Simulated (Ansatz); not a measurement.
**Run report: GaP, geometry relaxation (part 1 of 3)**

- system: GaP (slab, 24 atoms in the cell)
- method: DFT PBE+D3(BJ), scalar-relativistic, plane waves, PAW, no spin polarisation (Ansatz 0.2.0)

The structure derives from an entry of the Crystallography Open Database. The input holds or restrains some coordinates. Forces given for the steps count only the free coordinates. It belongs to a series of runs on one base structure; here: clean slab, lower planes held.

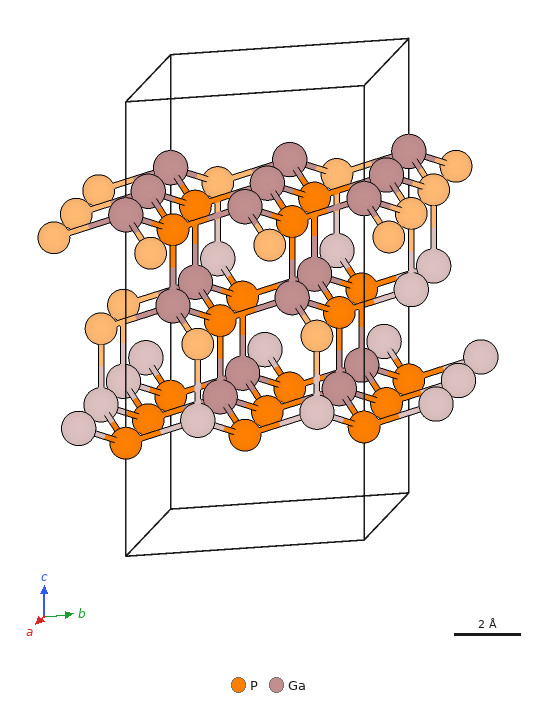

**Figure 1.** The input geometry (ball-and-stick view of the cell of the calculation, with the vacuum cut short, seen slightly off an axis; neighbours outside the cell are drawn fainter). An atom can appear more than once, as a periodic image.

**The input**
```yaml
crystal:
  lattice:
    - [7.701573418, 0.0, 0.0]
    - [-3.850786709, 6.6697582291, 0.0]
    - [0.0, 0.0, 23.074346909]
  atoms:
    - { symbol: P, position: [0.5, 0.0, 0.3467053708] }
    - { symbol: P, position: [0.5, 0.5, 0.3467053708] }
    - { symbol: P, position: [0.0, 0.0, 0.3467053708] }
    - { symbol: P, position: [0.0, 0.5, 0.3467053708] }
    - { symbol: Ga, position: [0.1666666667, 0.8333333333, 0.3807708439] }
    - { symbol: Ga, position: [0.1666666667, 0.3333333333, 0.3807708439] }
    - { symbol: Ga, position: [0.6666666667, 0.8333333333, 0.3807708439] }
    - { symbol: Ga, position: [0.6666666667, 0.3333333333, 0.3807708439] }
    - { symbol: P, position: [0.6666666667, 0.8333333333, 0.4829672634] }
    - { symbol: P, position: [0.6666666667, 0.3333333333, 0.4829672634] }
    - { symbol: P, position: [0.1666666667, 0.8333333333, 0.4829672634] }
    - { symbol: P, position: [0.1666666667, 0.3333333333, 0.4829672634] }
    - { symbol: Ga, position: [0.3333333333, 0.6666666667, 0.5170327366] }
    - { symbol: Ga, position: [0.3333333333, 0.1666666667, 0.5170327366] }
    - { symbol: Ga, position: [0.8333333333, 0.6666666667, 0.5170327366] }
    - { symbol: Ga, position: [0.8333333333, 0.1666666667, 0.5170327366] }
    - { symbol: P, position: [0.8333333333, 0.6666666667, 0.6192291561] }
    - { symbol: P, position: [0.8333333333, 0.1666666667, 0.6192291561] }
    - { symbol: P, position: [0.3333333333, 0.6666666667, 0.6192291561] }
    - { symbol: P, position: [0.3333333333, 0.1666666667, 0.6192291561] }
    - { symbol: Ga, position: [0.5, 0.5, 0.6532946292] }
    - { symbol: Ga, position: [0.5, 0.0, 0.6532946292] }
    - { symbol: Ga, position: [0.0, 0.5, 0.6532946292] }
    - { symbol: Ga, position: [0.0, 0.0, 0.6532946292] }
basis:
  ecutwfc: 420
kpoints:
  mp_grid: { grid: [3, 3, 1] }
hamiltonian:
  xc: pbe
  dispersion: d3bj
scf:
  occupations: { method: gaussian, width: 0.05 }
output:
  forces: true
  eigenvalues: true
  write_density: true
  write_potential: true
  elf: true
  volumetric_format: npy
relax:
  adjacent_minimum: "off"
  f_tol: 0.03
  max_steps: 70
  constraints: [{ sites: [0, 1, 2, 3, 4, 5, 6, 7, 8, 9, 10, 11] }]
efield:
  axis: 3
  dipole_correction: true
  ramp_width: 0.04
```

Run as:
```bash
ansatz run input.yaml --threads 4 --pin off --max-ram 10240MiB --backend cpu --events-out ev --progress --plain --runs-dir out
```

**Output**
```
Engine: ansatz 0.2.0, aarch64-unknown-linux-gnu
Pseudopotentials: kind: paw
Pseudopotential: P, paw, valence charge 5, recommended cutoff 420 eV (normal), P.paw.azcp
Pseudopotential: Ga, paw, valence charge 13, recommended cutoff 420 eV (normal), Ga.paw.azcp
Functional definition: PBE
  parameter kappa = 0.804
  parameter beta = 0.06672455060314922
  exchange = pbe_x(kappa = kappa, mu = beta*pi^2/3)
  correlation = pbe_c(beta = beta)
Crystal: 24 atoms, lattice volume = 1185.275 Å³
Basis set: ecut = 420 eV, 23171 PW (Γ), exchange–correlation on 108×108×320 points (8 copies of the dense FFT grid, shifted against one another)
Bands: 132, of which v1, the nominal top of the filled ones, is band 108 counted from 1 (107 counted from 0)
Symmetry: 24 space group operations
Space group: P3m1 (ITA 156), of the structure as read, at distance tolerance 1.1e-4 Å
k-points: 3 of 9 (time reversal used)
Non-local potential: P, projectors of the file, l = 0: 2, l = 1: 2, l = 2: 2
Non-local potential: Ga, projectors of the file, l = 0: 2, l = 1: 2, l = 2: 3, l = 3: 1
PAW form: soft (Blöchl's): semilocal exchange-correlation on the pseudo side does not see the compensation charge
PAW one-centre angular grid: P, 110 points (default); XC on 64 Gauss nodes
PAW one-centre angular grid: Ga, 590 points (default); XC on 64 Gauss nodes
Initial density: superposition of atomic densities (neutral atoms: chi_scale 0, normalization atom), corrected by the library's trained network
Initial wavefunctions: pseudopotential atomic-orbital guess
Functional: x = pbe(κ = 0.804, μ = 0.2195149727645171), c = pbe(β = 0.06672455060314922)
SCF iter   1: F=—  HF=-54471.699632 eV  |F-HF|=—  |Δ(HF+E_count)|=         —  Δρ=2.67e-3  dr2=6.69e-1  ethr=1.77e-3  p=0.739 e·Å  D=1.13e-1 V/Å  ΔV_dip=-2.60 eV  dr2_dipole=3.67e-1  V_vac-E_F(+/−)=3.44/6.04 eV  ⟨swp⟩=8.7  Hψ=2014  notcnv=0  defer=15
efield: sawtooth ramp at fractional position 0.9800 (placed from the atoms, in the widest stretch of the axis that holds none; the zero of the levels goes with the place), width 0.0400; the density the first Hamiltonian is built on has a dipole p = 0.739 e·Å; the dipole correction subtracts the counter field D = 1.13e-1 V/Å, which shifts the + side's vacuum level by -2.60 eV against the − side's; the planar-averaged density in the ramp window peaks in size at 4.8e-5 e/Å³
preconditioner: auto → LDOS  [insulator: Δε(μ)=0.208 eV  Ē_g=13.313 eV  σ=0.050 eV  W_gap=0.56  n_scr=188 (ndim 8)  ℏωp=15.9 eV  f_vac=0.542  D(μ)=15.95/eV (n_scr^D=64)  ε∞_Penn≈2.4  β→1.0]
SCF iter   2: F=—  HF=-54471.669028 eV  |F-HF|=—  |Δ(HF+E_count)|=   3.06e-2  Δρ=1.13e-3  dr2=4.52e-2  ethr=3.10e-4  p=0.714 e·Å  D=1.09e-1 V/Å  ΔV_dip=-2.51 eV  dr2_dipole=3.03e-4  V_vac-E_F(+/−)=3.45/5.96 eV  ⟨swp⟩=2.3  Hψ=588  notcnv=0  defer=44
SCF iter   3: F=—  HF=-54471.666914 eV  |F-HF|=—  |Δ(HF+E_count)|=   2.11e-3  Δρ=7.96e-4  dr2=4.05e-2  ethr=2.09e-5  p=0.712 e·Å  D=1.09e-1 V/Å  ΔV_dip=-2.51 eV  dr2_dipole=1.71e-2  V_vac-E_F(+/−)=3.48/5.99 eV  ⟨swp⟩=2.0  Hψ=704  notcnv=0  defer=44
SCF iter   4: F=—  HF=-54471.663095 eV  |F-HF|=—  |Δ(HF+E_count)|=   3.82e-3  Δρ=5.07e-4  dr2=6.49e-3  ethr=1.88e-5  p=0.704 e·Å  D=1.08e-1 V/Å  ΔV_dip=-2.48 eV  dr2_dipole=6.67e-5  V_vac-E_F(+/−)=3.50/5.98 eV  ⟨swp⟩=2.0  Hψ=696  notcnv=0  defer=44
SCF iter   5: F=—  HF=-54471.661434 eV  |F-HF|=—  |Δ(HF+E_count)|=   1.66e-3  Δρ=2.00e-4  dr2=2.32e-3  ethr=3.00e-6  p=0.700 e·Å  D=1.07e-1 V/Å  ΔV_dip=-2.46 eV  dr2_dipole=5.68e-4  V_vac-E_F(+/−)=3.52/5.98 eV  ⟨swp⟩=2.0  Hψ=687  notcnv=0  defer=44
SCF iter   6: F=—  HF=-54471.661093 eV  |F-HF|=—  |Δ(HF+E_count)|=   3.41e-4  Δρ=7.39e-5  dr2=2.50e-4  ethr=1.07e-6  p=0.695 e·Å  D=1.06e-1 V/Å  ΔV_dip=-2.45 eV  dr2_dipole=7.15e-5  V_vac-E_F(+/−)=3.53/5.98 eV  ⟨swp⟩=2.0  Hψ=676  notcnv=0  defer=44
SCF iter   7: F=—  HF=-54471.661125 eV  |F-HF|=—  |Δ(HF+E_count)|=   3.19e-5  Δρ=3.15e-5  dr2=4.11e-5  ethr=1.16e-7  p=0.695 e·Å  D=1.06e-1 V/Å  ΔV_dip=-2.45 eV  dr2_dipole=1.28e-5  V_vac-E_F(+/−)=3.54/5.98 eV  ⟨swp⟩=2.0  Hψ=614  notcnv=0  defer=44
SCF iter   8: F=-54471.661130 eV  HF=-54471.661131 eV  |F-HF|=6.27e-7  |Δ(HF+E_count)|=   5.67e-6  Δρ=1.05e-5  dr2=1.97e-6  ethr=1.04e-8  p=0.695 e·Å  D=1.06e-1 V/Å  ΔV_dip=-2.45 eV  dr2_dipole=2.04e-7  V_vac-E_F(+/−)=3.54/5.98 eV  ⟨swp⟩=23.0  Hψ=5009  notcnv=0
SCF 1 converged in 8 iterations: F = -54471.661130 eV  dr2 = 1.97e-6
  greatest PAW one-centre occupation: 0.995 electrons in one spin orbital (limit 2), on the Ga atom at site 23 (counted from 0), in its partial waves of l = 2
relax step   1: F+E_penalty+E_count = -54471.66112989 eV  Δ(F+E_penalty+E_count) = +0.000e0 eV  max|allowed force component| = 8.845e-1 eV/Å  Δτ_max = 0.0000 Å  (8 SCF iters, dr2 threshold 2.25e-5 eV, accepted)
Initial density: handed on by an earlier stage of this run
Initial wavefunctions: those handed on with the density
iter 1 solved again at ethr=3.85e-4 eV; its pass at ethr=3.10e-3 eV (dr2=8.31e-1 eV) is discarded
SCF iter   1: F=—  HF=-54471.839072 eV  |F-HF|=—  |Δ(HF+E_count)|=         —  Δρ=2.08e-3  dr2=7.83e-1  ethr=3.85e-4  p=0.695 e·Å  D=1.06e-1 V/Å  ΔV_dip=-2.45 eV  dr2_dipole=4.40e-1  V_vac-E_F(+/−)=3.46/5.90 eV  ⟨swp⟩=2.0  Hψ=1014  notcnv=0  defer=45
efield: sawtooth ramp at fractional position 0.9800 (handed on by an earlier solve), width 0.0400; the density the first Hamiltonian is built on has a dipole p = 0.695 e·Å; the dipole correction subtracts the counter field D = 1.06e-1 V/Å, which shifts the + side's vacuum level by -2.45 eV against the − side's; the planar-averaged density in the ramp window peaks in size at 4.2e-6 e/Å³
preconditioner: auto → LDOS  [insulator: Δε(μ)=0.085 eV  Ē_g=13.329 eV  σ=0.050 eV  W_gap=0.59  n_scr=188 (ndim 8)  ℏωp=15.9 eV  f_vac=0.544  D(μ)=10.31/eV (n_scr^D=50)  ε∞_Penn≈2.4  β→1.0]
SCF iter   2: F=—  HF=-54471.827953 eV  |F-HF|=—  |Δ(HF+E_count)|=   1.11e-2  Δρ=1.45e-3  dr2=4.77e-1  ethr=3.63e-4  p=0.755 e·Å  D=1.15e-1 V/Å  ΔV_dip=-2.66 eV  dr2_dipole=2.79e-1  V_vac-E_F(+/−)=3.41/6.07 eV  ⟨swp⟩=2.7  Hψ=400  notcnv=0  defer=45
SCF iter   3: F=—  HF=-54471.816451 eV  |F-HF|=—  |Δ(HF+E_count)|=   1.15e-2  Δρ=2.50e-4  dr2=1.46e-2  ethr=2.21e-4  p=0.725 e·Å  D=1.11e-1 V/Å  ΔV_dip=-2.56 eV  dr2_dipole=7.15e-3  V_vac-E_F(+/−)=3.44/6.00 eV  ⟨swp⟩=1.3  Hψ=378  notcnv=0  defer=45
SCF iter   4: F=—  HF=-54471.815648 eV  |F-HF|=—  |Δ(HF+E_count)|=   8.03e-4  Δρ=7.11e-5  dr2=1.31e-4  ethr=6.75e-6  p=0.727 e·Å  D=1.11e-1 V/Å  ΔV_dip=-2.56 eV  dr2_dipole=2.03e-5  V_vac-E_F(+/−)=3.44/6.00 eV  ⟨swp⟩=2.0  Hψ=475  notcnv=0  defer=45
SCF iter   5: F=—  HF=-54471.815616 eV  |F-HF|=—  |Δ(HF+E_count)|=   3.25e-5  Δρ=4.47e-5  dr2=6.09e-5  ethr=6.07e-8  p=0.726 e·Å  D=1.11e-1 V/Å  ΔV_dip=-2.56 eV  dr2_dipole=2.91e-5  V_vac-E_F(+/−)=3.45/6.00 eV  ⟨swp⟩=2.0  Hψ=679  notcnv=0  defer=45
SCF iter   6: F=-54471.815578 eV  HF=-54471.815606 eV  |F-HF|=2.86e-5  |Δ(HF+E_count)|=   9.54e-6  Δρ=1.54e-5  dr2=2.31e-5  ethr=2.26e-8  p=0.725 e·Å  D=1.11e-1 V/Å  ΔV_dip=-2.55 eV  dr2_dipole=9.78e-6  V_vac-E_F(+/−)=3.45/6.00 eV  ⟨swp⟩=20.7  Hψ=4992  notcnv=0
SCF 2 converged in 6 iterations: F = -54471.815578 eV  dr2 = 2.31e-5
  greatest PAW one-centre occupation: 0.994 electrons in one spin orbital (limit 2), on the Ga atom at site 23 (counted from 0), in its partial waves of l = 2
relax step   2: F+E_penalty+E_count = -54471.81557771 eV  Δ(F+E_penalty+E_count) = -1.544e-1 eV  max|allowed force component| = 4.516e-1 eV/Å  Δτ_max = 0.0344 Å  (6 SCF iters, dr2 threshold 4.89e-5 eV, accepted)
iter 1 solved again at ethr=2.01e-4 eV; its pass at ethr=3.10e-3 eV (dr2=4.34e-1 eV) is discarded
SCF iter   1: F=—  HF=-54471.892530 eV  |F-HF|=—  |Δ(HF+E_count)|=         —  Δρ=1.74e-3  dr2=3.97e-1  ethr=2.01e-4  p=0.725 e·Å  D=1.11e-1 V/Å  ΔV_dip=-2.55 eV  dr2_dipole=1.98e-1  V_vac-E_F(+/−)=3.39/5.95 eV  ⟨swp⟩=2.0  Hψ=1066  notcnv=0  defer=45
efield: sawtooth ramp at fractional position 0.9800 (handed on by an earlier solve), width 0.0400; the density the first Hamiltonian is built on has a dipole p = 0.725 e·Å; the dipole correction subtracts the counter field D = 1.11e-1 V/Å, which shifts the + side's vacuum level by -2.55 eV against the − side's; the planar-averaged density in the ramp window peaks in size at 6.1e-6 e/Å³
preconditioner: auto → LDOS  [insulator: Δε(μ)=0.090 eV  Ē_g=13.318 eV  σ=0.050 eV  W_gap=0.60  n_scr=188 (ndim 8)  ℏωp=15.9 eV  f_vac=0.543  D(μ)=9.67/eV (n_scr^D=38)  ε∞_Penn≈2.4  β→1.0]
SCF iter   2: F=—  HF=-54471.884308 eV  |F-HF|=—  |Δ(HF+E_count)|=   8.22e-3  Δρ=1.07e-3  dr2=1.79e-1  ethr=1.84e-4  p=0.769 e·Å  D=1.17e-1 V/Å  ΔV_dip=-2.71 eV  dr2_dipole=9.65e-2  V_vac-E_F(+/−)=3.35/6.06 eV  ⟨swp⟩=2.3  Hψ=444  notcnv=0  defer=45
SCF iter   3: F=—  HF=-54471.878126 eV  |F-HF|=—  |Δ(HF+E_count)|=   6.18e-3  Δρ=2.11e-4  dr2=6.37e-3  ethr=8.29e-5  p=0.749 e·Å  D=1.14e-1 V/Å  ΔV_dip=-2.64 eV  dr2_dipole=2.36e-3  V_vac-E_F(+/−)=3.37/6.01 eV  ⟨swp⟩=2.0  Hψ=356  notcnv=0  defer=45
SCF iter   4: F=—  HF=-54471.877676 eV  |F-HF|=—  |Δ(HF+E_count)|=   4.50e-4  Δρ=9.85e-5  dr2=3.84e-4  ethr=2.95e-6  p=0.750 e·Å  D=1.15e-1 V/Å  ΔV_dip=-2.64 eV  dr2_dipole=8.06e-5  V_vac-E_F(+/−)=3.38/6.02 eV  ⟨swp⟩=2.0  Hψ=626  notcnv=0  defer=45
SCF iter   5: F=—  HF=-54471.877612 eV  |F-HF|=—  |Δ(HF+E_count)|=   6.45e-5  Δρ=4.70e-5  dr2=1.36e-4  ethr=1.78e-7  p=0.750 e·Å  D=1.15e-1 V/Å  ΔV_dip=-2.64 eV  dr2_dipole=5.15e-5  V_vac-E_F(+/−)=3.38/6.02 eV  ⟨swp⟩=2.0  Hψ=679  notcnv=0  defer=45
SCF iter   6: F=—  HF=-54471.877601 eV  |F-HF|=—  |Δ(HF+E_count)|=   1.07e-5  Δρ=2.35e-5  dr2=4.41e-5  ethr=6.31e-8  p=0.749 e·Å  D=1.14e-1 V/Å  ΔV_dip=-2.64 eV  dr2_dipole=1.93e-5  V_vac-E_F(+/−)=3.38/6.02 eV  ⟨swp⟩=2.0  Hψ=678  notcnv=0  defer=45
SCF iter   7: F=-54471.877595 eV  HF=-54471.877596 eV  |F-HF|=8.85e-7  |Δ(HF+E_count)|=   4.70e-6  Δρ=8.93e-6  dr2=2.74e-6  ethr=5.90e-9  p=0.748 e·Å  D=1.14e-1 V/Å  ΔV_dip=-2.64 eV  dr2_dipole=2.61e-9  V_vac-E_F(+/−)=3.38/6.02 eV  ⟨swp⟩=19.3  Hψ=4627  notcnv=0
SCF 3 converged in 7 iterations: F = -54471.877595 eV  dr2 = 2.74e-6
relax step   3: F+E_penalty+E_count = -54471.87759540 eV  Δ(F+E_penalty+E_count) = -6.202e-2 eV  max|allowed force component| = 4.847e-2 eV/Å  Δτ_max = 0.0486 Å  (7 SCF iters, dr2 threshold 1.27e-5 eV, accepted)
```
